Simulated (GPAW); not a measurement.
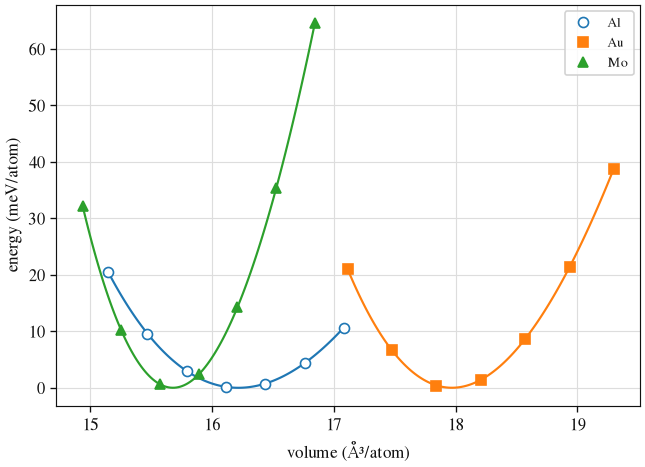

Method: PAW DFT in plane waves, on a grid or in atomic orbitals, no spin polarisation; energies at scaled volumes of the given cell, shape and fractions fixed, counted from the fit's minimum, third-order Birch-Murnaghan fit (GPAW 26.7.0). Level: r2SCAN.

- occupations: Fermi–Dirac
- smearing width: 0.05 eV
- potentials: GPAW PAW data sets (gpaw data 1.2.1)
- wave cutoff: 600 eV

Figure. Energy against volume, with one curve for each element, for Al, Au and Mo (all in space group Im-3m (No. 229)).

Settings that differ: Al: k mesh 12×12×12; Au: k mesh 11×11×11; Mo: k mesh 12×12×12.

The fitted equilibrium volumes, smallest first, are Mo 15.680, Al 16.217, Au 17.970 Å³/atom. The fitted bulk moduli, smallest first, are Al 81.8, Au 148.2, Mo 270.7 GPa.

Note: spin-orbit coupling left out, heavy elements (Au).
